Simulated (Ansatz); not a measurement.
**Single-point calculation, with input and output: V2O3 (part 1 of 2)**

The run: single-point calculation of V2O3 (10 atoms in the cell). Method and program: DFT PBE, scalar-relativistic, plane waves, PAW, spin-polarised (Ansatz 0.2.0).

The structure derives from an entry of the Crystallography Open Database. It belongs to a series of runs on one base structure; here: bulk in the cell of the (0 0 1) plane. Figures and captions count atoms from 1; the log counts them from 0 in places.

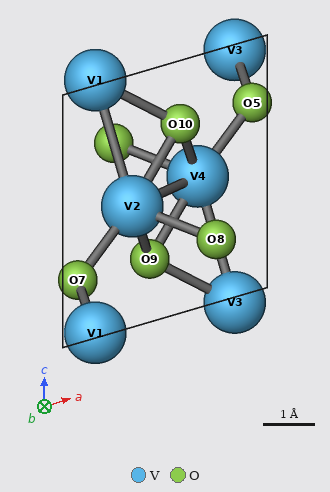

The structure as given in the input (ball-and-stick view of the reduced cell, along the b axis; atoms are numbered from 1 in the order of the input). An atom can appear more than once, as a periodic image.

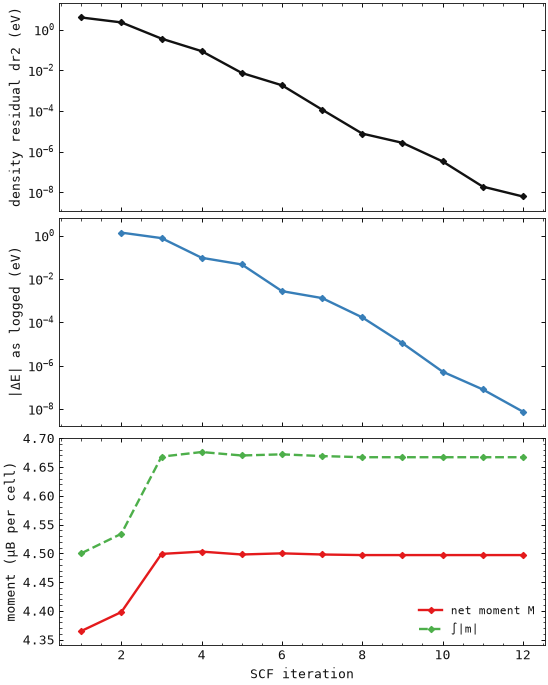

Convergence of the self-consistent field: density residual dr2, size of the energy change and magnetic moment against the SCF iteration. The residual falls at every step. The net moment goes from 4.4 to 4.5 μB per cell.

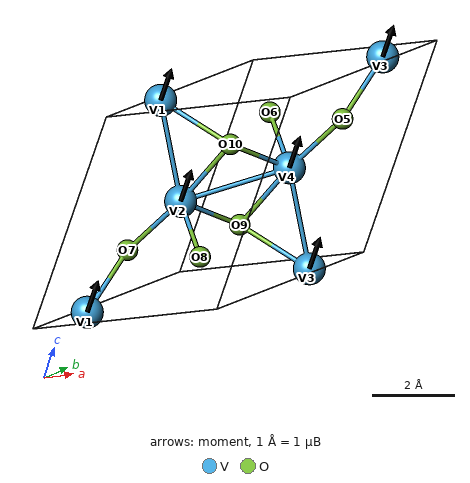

Magnetic moments of the sites as black arrows (ball-and-stick view of the reduced cell, seen at an oblique angle; atoms are numbered from 1 in the order of the input); small moments hardly show. The run is collinear, so the axis drawn is arbitrary. Site moments: all 4 V atoms (0.85 μB). They are counted near the atoms and needn't add up to the moment of the cell.

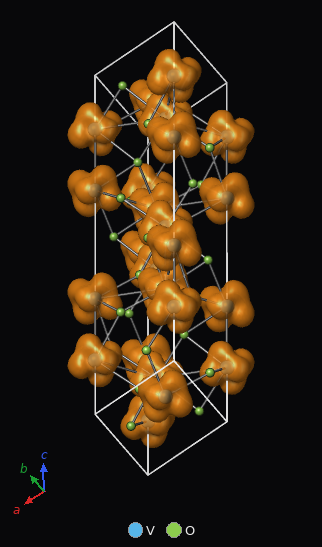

Isosurface of the magnetisation density (up minus down) at +0.08 e/Å³ (orange), seen at an oblique angle. Sticks mark near contacts. The outline is the cell set on symmetry axes. The cell of the calculation (10 atoms) carries 4.5 μB net. Core electrons are frozen (PAW), so the fields are smoothed inside the atomic spheres.

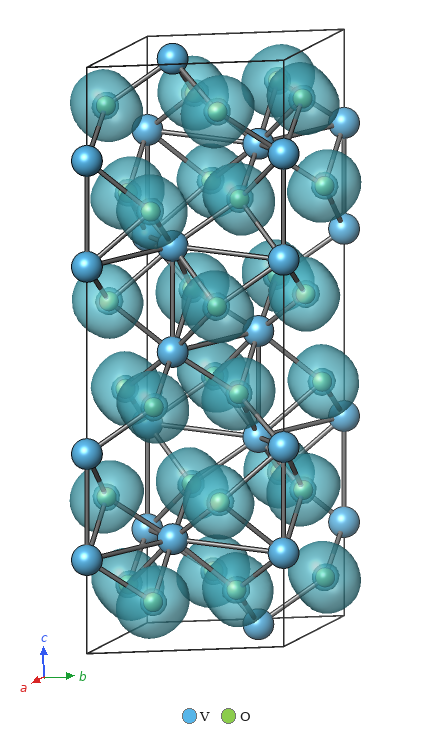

Isosurface of the electron localisation function at 0.65 (cyan), seen slightly off an axis. Core shells and regions of very low density are left out. Sticks mark near contacts. The outline is the cell set on symmetry axes. Profiles from the grid: V–O (1.97 Å): the ELF is about 0.15 at the midpoint (a polar contact without a shared pair, in a metal). V–V (2.59 Å): the ELF is about 0.25 at the midpoint (no localised pair between them).

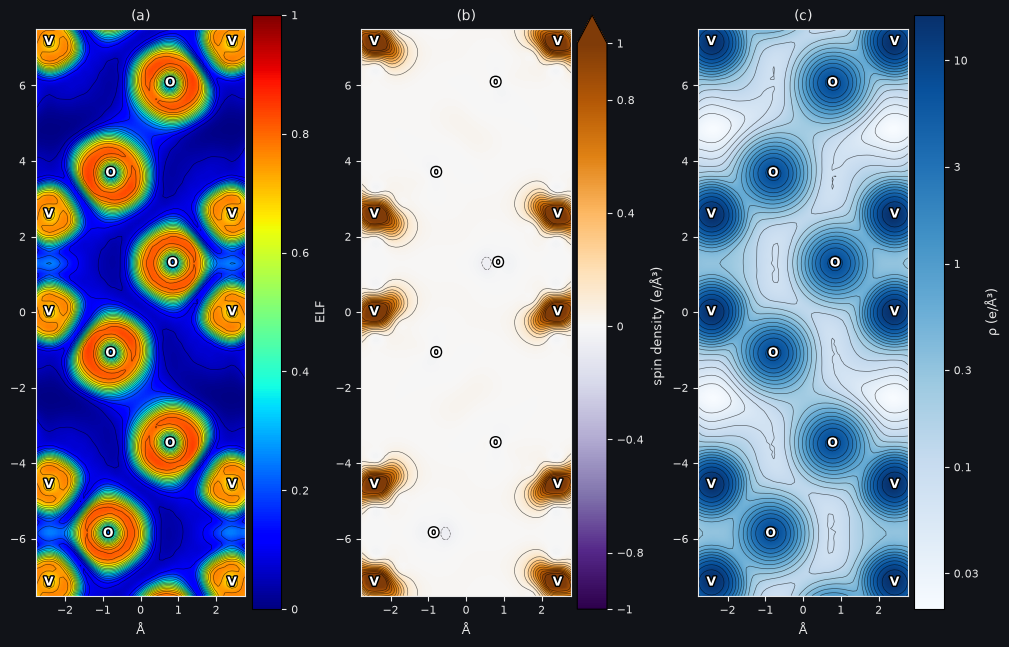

(a) ELF; (b) spin density; (c) valence electron density on the (010) plane of the conventional cell. The section cuts through V and O sites. V–O (1.97 Å): ρ at the midpoint is about 0.64 e/Å³; the ELF is about 0.15 at the midpoint (no shared pair; the contact is polar). V–V (2.59 Å): ρ is about 0.3 e/Å³ halfway; the ELF is about 0.25 at the midpoint; no localised pair between them. V–O (2.04 Å): the density is about 0.55 e/Å³ at the midpoint; the ELF is about 0.15 at the midpoint (no shared pair; the contact is polar). Away from the nuclei the density in this plane falls to 0.02 e/Å³ at its lowest. The strong features right at V lie inside the PAW spheres (semicore, d or f shells) and say nothing about bonding. The cell of the calculation (10 atoms) carries 4.5 μB net.

These pictures come from the run below.

Input:
```yaml
crystal:
  lattice:
    - [4.8528259654, 0.0, 0.0]
    - [2.4267982306, 4.2024481196, 0.0]
    - [0.0004396507, -2.8012300079, 4.770783898]
  atoms:
    - { symbol: V, position: [0.8403219217, 0.3192356128, 0.9788748484], spin: 0.93 }
    - { symbol: V, position: [0.6596392355, 0.6808032299, 0.5211251516], spin: 0.93 }
    - { symbol: V, position: [0.1596780783, 0.6807643872, 0.0211251516], spin: 0.93 }
    - { symbol: V, position: [0.3403607645, 0.3191967701, 0.4788748484], spin: 0.93 }
    - { symbol: O, position: [0.074343242, 0.4999870313, 0.2499725332] }
    - { symbol: O, position: [0.7499855019, 0.1756842249, 0.2500274668] }
    - { symbol: O, position: [0.925656758, 0.5000129687, 0.7500274668] }
    - { symbol: O, position: [0.2500144981, 0.8243157751, 0.7499725332] }
    - { symbol: O, position: [0.5743664042, 0.1756335958, 0.75] }
    - { symbol: O, position: [0.4256335958, 0.8243664042, 0.25] }
basis:
  ecutwfc: 420
kpoints:
  mp_grid: { grid: [9, 9, 7] }
hamiltonian:
  xc: pbe
scf:
  occupations: { method: gaussian, width: 0.1 }
output:
  forces: true
  stress: true
  eigenvalues: true
  populations: true
  write_density: true
  write_potential: true
  elf: true
  volumetric_format: npy
magnetization:
  spin_polarized: true
```

Command:
```bash
ansatz run input.yaml --threads 4 --pin off --max-ram 10240MiB --backend cpu --events-out ev --progress --plain --runs-dir out
```

Output:
```
Warning: crystal.symmetry: narrowed to the stabiliser of the k-point mesh — unitary ops 4 → 2; excluded 2 operations that carry a point of the 9×9×7 mesh (shift [0, 0, 0]) off the mesh (the run samples exactly the mesh kpoints.mp_grid names, as under crystal.symmetry.detect: false, and its converged state has the mesh's symmetry, not the crystal's; ε∞, the Born charges and the force constants of a linear response (`dielectric:` by the response, `phonons.method: dfpt`) are averaged over those of the crystal's operations that the state keeps within a tolerance, where `mesh_tensors`, `unaveraged_element` or `gamma_mean_max_change_ev_ang2` stands beside them; a row that `dielectric.field_direction` solves alone is averaged likewise, with nothing beside; a Γ-centred mesh of equal divisions is mapped onto itself by every operation and keeps the whole group, as does a half-shifted one under kpoints.further_shifts: images)
Engine: ansatz 0.2.0, x86_64-unknown-linux-gnu
Pseudopotentials: kind: paw
Pseudopotential: V, paw, valence charge 13, recommended cutoff 420 eV (normal), V.paw.azcp
Pseudopotential: O, paw, valence charge 6, recommended cutoff 420 eV (normal), O.paw.azcp
Functional definition: PBE
  parameter kappa = 0.804
  parameter beta = 0.06672455060314922
  exchange = pbe_x(kappa = kappa, mu = beta*pi^2/3)
  correlation = pbe_c(beta = beta)
Crystal: 10 atoms, lattice volume = 97.294 Å³
Basis set: ecut = 420 eV, 1899 PW (Γ), exchange–correlation on 72×72×80 points (8 copies of the dense FFT grid, shifted against one another)
Bands: 56, of which v1, the nominal top of the filled ones, is band 44 counted from 1 (43 counted from 0)
Symmetry: 2 space group operations
k-points: 284 of 567
Non-local potential: V, projectors of the file, l = 0: 3, l = 1: 2, l = 2: 3, l = 3: 1
Non-local potential: O, projectors of the file, l = 0: 2, l = 1: 2, l = 2: 1
PAW form: soft (Blöchl's): semilocal exchange-correlation on the pseudo side does not see the compensation charge
PAW one-centre angular grid: V, 590 points (default); XC on 64 Gauss nodes
PAW one-centre angular grid: O, 110 points (default); XC on 64 Gauss nodes
Initial density: superposition of atomic densities (chi_scale 0.1, normalization cell, long waves kept (reshape's long-wave potential 0.00 eV rms))
Starting moments: Σ|m| = 3.72 μB on 4 of 10 sites
Initial wavefunctions: pseudopotential atomic-orbital guess
Functional: x = pbe(κ = 0.804, μ = 0.2195149727645171), c = pbe(β = 0.06672455060314922)
```
